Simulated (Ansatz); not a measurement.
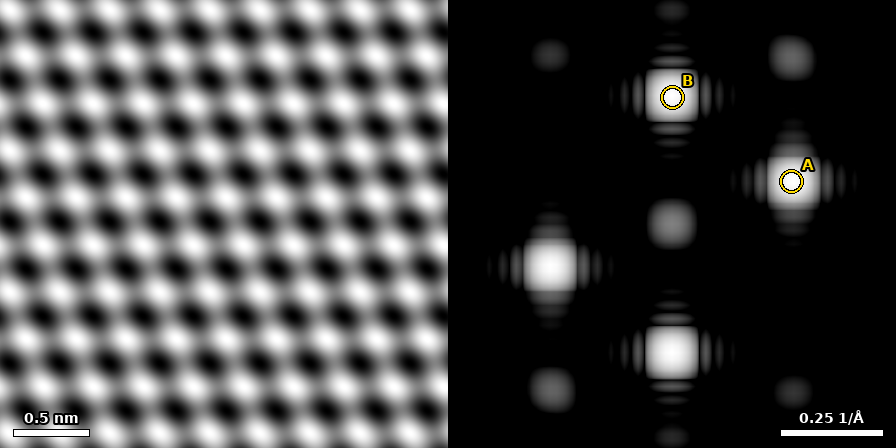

Phase-contrast TEM-like image of a crystal. Simulated in the weak-phase-object approximation with neutral-atom potentials: 300 kV, Cs = 1.00 mm, defocus −532 Å (negative is underfocus), defocus spread 30 Å, aperture 0.51 1/Å.

The right panel is the modulus of the image's Fourier transform on a logarithmic scale.

> Which lattice spacings do the marked spots stand for, and what angle do A and B enclose?

A: 3.2 Å, B: 3.2 Å; A and B enclose about 71°.

The crystal is Ru (Fd-3m, No. 227) along [110]; the spots are (1 -1 1) and (1 -1 -1). Model: the end point of a relaxation with DFT, revPBE, plane waves (420 eV) with PAW, scalar-relativistic in Ansatz 0.2.0; the starting structure was generated, so it need not be a known form of this composition.
